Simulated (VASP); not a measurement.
## Band-structure run of Ge (part 2 of 2)

Ge (2 atoms in the cell); Kohn-Sham DFT of a periodic cell, PBE, VASP PAW PBE potentials, recommended, no spin polarisation (VASP 6.6.1); cutoff 520 eV, 10×10×10 k-mesh, Gaussian smearing of 0.02 eV. The structure derives from an entry of the Crystallography Open Database.

Geometry of the input (Å; fractional positions):
```
-0.0000  2.8792  2.8792
2.8792  -0.0000  2.8792
2.8792  2.8792  -0.0000
Ge 0.0000  0.0000  0.0000
Ge 0.2500  0.2500  0.2500
```

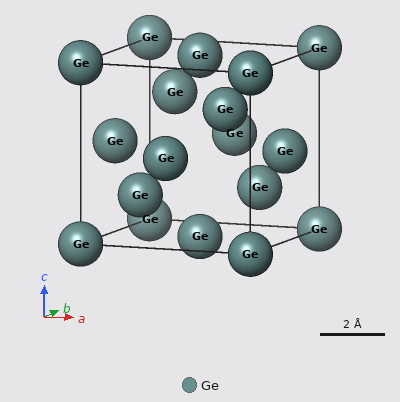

The structure as given in the input (spheres-only view of the cell 4 times as large as that of the calculation, set on its symmetry axes, seen slightly off an axis). An atom can appear more than once, as a periodic image.

## Parts of OUTCAR, continued
```
   k-points           NKPTS =     47   k-points in BZ     NKDIM =     47   number of bands    NBANDS=     21
   number of dos      NEDOS =    301   number of ions     NIONS =      2
   total plane-waves  NPLWV =  27000
   dimension x,y,z NGX =    30 NGY =   30 NGZ =   30
   dimension x,y,z NGXF=    60 NGYF=   60 NGZF=   60
   ions per type =               2
   NGX,Y,Z   is equivalent  to a cutoff of  12.25, 12.25, 12.25 a.u.
   NGXF,Y,Z  is equivalent  to a cutoff of  24.50, 24.50, 24.50 a.u.
 SYSTEM =  Ge
   PREC   = accura    normal or accurate (medium, high low for compatibility)
   ISTART =      0    job   : 0-new  1-cont  2-samecut
   ICHARG =      2    charge: 1-file 2-atom 10-const
   ISPIN  =      1    spin polarized calculation?
   LNONCOLLINEAR =      F non collinear calculations
   LSORBIT =      F    spin-orbit coupling
   LASPH  =      T    aspherical Exc in radial PAW
   ENCUT  =  520.0 eV  38.22 Ry    6.18 a.u.   7.57  7.57  7.57*2*pi/ulx,y,z
   NELM   =     80;   NELMIN=  2; NELMDL= -5     # of ELM steps
   EDIFF  = 0.1E-06   stopping-criterion for ELM
   LREAL  =      F    real-space projection
   EDIFFG = 0.1E-05   stopping-criterion for IOM
   NSW    =      0    number of steps for IOM
   IBRION =     -1    ionic relax: 0-MD 1-quasi-New 2-CG
   NFREE  =      0    steps in history (QN), initial steepest desc. (CG)
   ISIF   =      2    stress and relaxation
   ISYM   =      2    0-nonsym 1-usesym 2-fastsym
   POTIM  = 0.5000    time-step for ionic-motion
   TEBEG  =    0.0;   TEEND  =   0.0 temperature during run
   PSTRESS=    0.0 pullay stress
   NELECT =      28.0000    total number of electrons
   NUPDOWN=      -1.0000    fix difference up-down
   EMIN   =  10.00;   EMAX   =-10.00  energy-range for DOS
   EFERMI =   0.00;   METHOD = LEGACY
   ISMEAR =     0;   SIGMA  =   0.02  broadening in eV -4-tet -1-fermi 0-gaus
   EFERMI_NEDOS =   21; number of points for ismear=-14 and -15
   IALGO  =     68    algorithm
   IMIX   =      4    mixing-type and parameters
     AMIX     =   0.20;   BMIX     =  1.00
     AMIX_MAG =   0.80;   BMIX_MAG =  1.00
  volume/ion in A,a.u.               =      23.87       161.08
  Fermi-wavevector in a.u.,A,eV,Ry     =   1.370377  2.589638 25.550843  1.877934
  Thomas-Fermi vector in A             =   2.496169
   LORBIT       =      0    0 simple, 1 ext, 2 COOP (PROOUT), +10 PAW based schemes
   GGA     = PE    functional components
   LHFCALC =     F    Hartree Fock is set to
   AEXX    =    0.0000 exact exchange contribution
   IVDW    =     0    specifies the selected vdW correction
   LEPSILON=     F    determine dielectric tensor
   LRPA    =     F    only Hartree local field effects (RPA)
 non-spin polarized calculation
 RMM-DIIS sequential band-by-band and
 Gauss-broadening in eV      SIGMA  =   0.02
  energy-cutoff  :      520.00
  volume of cell :       47.74
 maximum number of plane-waves:      1307
   NGX = 15   NGY = 15   NGZ = 15

 number of electron      27.9999980 magnetization

 Free energy of the ion-electron system (eV)
  ---------------------------------------------------
  ext. energy  EPLUGINS =         0.00000000
  ---------------------------------------------------
  free energy    TOTEN  =        -9.03362697 eV

  energy without entropy =       -9.03358450  energy(sigma->0) =       -9.03360573

 E-fermi :   4.4953     XC(G=0):  -9.6755     alpha+bet : -9.8788

 val. band max:        4.4913151025   @ k =   0.0000   0.0000   0.0000
 cond. band min:       4.5199215562   @ k =   0.5000   0.0000   0.0000
 fundamental gap:      0.0286064537
 Fermi energy:         4.4953333908

 k-point     1 :       0.0000    0.0000    0.0000
  band No.  band energies     occupation
      1     -20.2562      2.00000
      2     -20.2562      2.00000
      3     -20.2562      2.00000
      4     -20.2240      2.00000
      5     -20.2240      2.00000
      6     -20.0403      2.00000
      7     -20.0403      2.00000
      8     -20.0403      2.00000
      9     -20.0312      2.00000
     10     -20.0312      2.00000
     11      -7.8884      2.00000
     12       4.0514      2.00000
     13       4.4913      1.22422
     14       4.4913      1.22370
     15       4.4913      1.22369
     16       7.0211      0.00000
     17       7.0211      0.00000
     18       7.0211      0.00000
     19      10.7909      0.00000
     20      13.8331      0.00000
     21      13.8331      0.00000

 k-point     2 :       0.1000    0.0000    0.0000
  band No.  band energies     occupation
      1     -20.2612      2.00000
      2     -20.2612      2.00000
      3     -20.2548      2.00000
      4     -20.2173      2.00000
      5     -20.2173      2.00000
      6     -20.0489      2.00000
      7     -20.0489      2.00000
      8     -20.0420      2.00000
      9     -20.0238      2.00000
     10     -20.0238      2.00000
     11      -7.7724      2.00000
     12       2.5083      2.00000
     13       4.2775      2.00000
     14       4.2775      2.00000
     15       5.2683      0.00000
     16       7.3097      0.00000
     17       7.3097      0.00000
     18       7.5217      0.00000
     19      11.3962      0.00000
     20      13.1704      0.00000
     21      13.1704      0.00000

 k-point     3 :       0.2000    0.0000    0.0000
  band No.  band energies     occupation
      1     -20.2689      2.00000
      2     -20.2689      2.00000
      3     -20.2509      2.00000
      4     -20.2050      2.00000
      5     -20.2050      2.00000
      6     -20.0597      2.00000
      7     -20.0597      2.00000
      8     -20.0464      2.00000
      9     -20.0154      2.00000
     10     -20.0154      2.00000
     11      -7.4316      2.00000
     12       0.6925      2.00000
     13       3.8625      2.00000
     14       3.8625      2.00000
     15       5.1558      0.00000
     16       7.8485      0.00000
     17       7.8486      0.00000
     18       8.9754      0.00000
     19      12.3830      0.00000
     20      12.6863      0.00000
     21      12.6863      0.00000

 k-point     4 :       0.3000    0.0000    0.0000
  band No.  band energies     occupation
      1     -20.2743      2.00000
      2     -20.2743      2.00000
      3     -20.2461      2.00000
      4     -20.1948      2.00000
      5     -20.1948      2.00000
      6     -20.0675      2.00000
      7     -20.0675      2.00000
      8     -20.0520      2.00000
      9     -20.0098      2.00000
     10     -20.0098      2.00000
     11      -6.8963      2.00000
     12      -0.9694      2.00000
     13       3.4898      2.00000
     14       3.4899      2.00000
     15       4.8328      0.00000
     16       8.1777      0.00000
     17       8.1777      0.00000
     18      10.7033      0.00000
     19      12.2750      0.00000
     20      13.0258      0.00000
     21      13.0258      0.00000

 k-point     5 :       0.4000    0.0000    0.0000
  band No.  band energies     occupation
      1     -20.2770      2.00000
      2     -20.2770      2.00000
      3     -20.2420      2.00000
      4     -20.1892      2.00000
      5     -20.1892      2.00000
      6     -20.0714      2.00000
      7     -20.0714      2.00000
      8     -20.0566      2.00000
      9     -20.0068      2.00000
     10     -20.0068      2.00000
     11      -6.2726      2.00000
     12      -2.2910      2.00000
     13       3.2484      2.00000
     14       3.2484      2.00000
     15       4.6008      0.00000
     16       8.2266      0.00000
     17       8.2266      0.00000
     18      11.6608      0.00000
     19      12.8853      0.00000
     20      14.1837      0.00000
     21      14.1837      0.00000

 [... the levels of 18 k-points are left out ...]

 k-point    24 :       0.4000    0.3000    0.0000
  band No.  band energies     occupation
      1     -20.2857      2.00000
      2     -20.2809      2.00000
      3     -20.2413      2.00000
      4     -20.1697      2.00000
      5     -20.1510      2.00000
      6     -20.1318      2.00000
      7     -20.0826      2.00000
      8     -20.0420      2.00000
      9     -20.0025      2.00000
     10     -19.9976      2.00000
     11      -5.9744      2.00000
     12      -2.0197      2.00000
     13       1.6577      2.00000
     14       2.0213      2.00000
     15       5.5332      0.00000
     16       6.6507      0.00000
     17      10.9245      0.00000
     18      11.4671      0.00000
     19      13.7557      0.00000
     20      15.7964      0.00000
     21      16.0147      0.00000

 [... further k-points ...]

------------------------ aborting loop because EDIFF is reached ----------------------------------------

  FORCE on cell =-STRESS in cart. coord.  units (eV):
  Direction    XX          YY          ZZ          XY          YZ          ZX
  --------------------------------------------------------------------------------------
  -------------------------------------------------------------------------------------
  Total        0.0087205      0.0087205      0.0087205      0.0000000      0.0000000      0.0000000
  in kB        0.2926784      0.2926784      0.2926784      0.0000000      0.0000000      0.0000000
  external PRESSURE =       0.2926784 kB  Pullay stress =       0.0000000 kB

 VOLUME and BASIS-vectors are now :
 -----------------------------------------------------------------------------
  energy-cutoff  :      520.00
  volume of cell :       47.74
      direct lattice vectors                 reciprocal lattice vectors
     0.000000000  2.879236552  2.879236552    -0.173657145  0.173657145  0.173657145
     2.879236552  0.000000000  2.879236552     0.173657145 -0.173657145  0.173657145
     2.879236552  2.879236552  0.000000000     0.173657145  0.173657145 -0.173657145

 POSITION                                       TOTAL-FORCE (eV/Angst)
 -----------------------------------------------------------------------------------
      0.00000      0.00000      0.00000        -0.000000     -0.000000      0.000000
      1.43962      1.43962      1.43962         0.000000      0.000000     -0.000000
 -----------------------------------------------------------------------------------
    total drift:                                0.000000     -0.000000      0.000000

  FREE ENERGIE OF THE ION-ELECTRON SYSTEM (eV)
  ---------------------------------------------------
  free  energy   TOTEN  =        -9.0336269656 eV

  energy  without entropy=       -9.0335844992  energy(sigma->0) =       -9.03360573
```

## CONTCAR
```
Ge
   1.00000000000000
     0.0000000000000000    2.8792365518000000    2.8792365518000000
     2.8792365518000000    0.0000000000000000    2.8792365518000000
     2.8792365518000000    2.8792365518000000    0.0000000000000000
  Ge
     2
Direct
     0.0000000000000000    0.0000000000000000    0.0000000000000000
     0.2500000000000000    0.2500000000000000    0.2500000000000000

  0.00000000E+00  0.00000000E+00  0.00000000E+00
  0.00000000E+00  0.00000000E+00  0.00000000E+00
```

## Key numbers

| quantity | value |
| --- | --- |
| outcome | converged |
| space group (tolerance 0.01 Å) | Fd-3m (227) |
| electrons treated | 28 |
| free energy | −9.0336 eV |
| gap on the k-point mesh | none (metallic) |
| gap on the band path | 0.00 eV |
| pressure | 0.03 GPa |
| largest force (length of the vector) | under 0.001 eV/Å |
| wall time | 2.3 min |
| peak memory | 0.18 GiB |
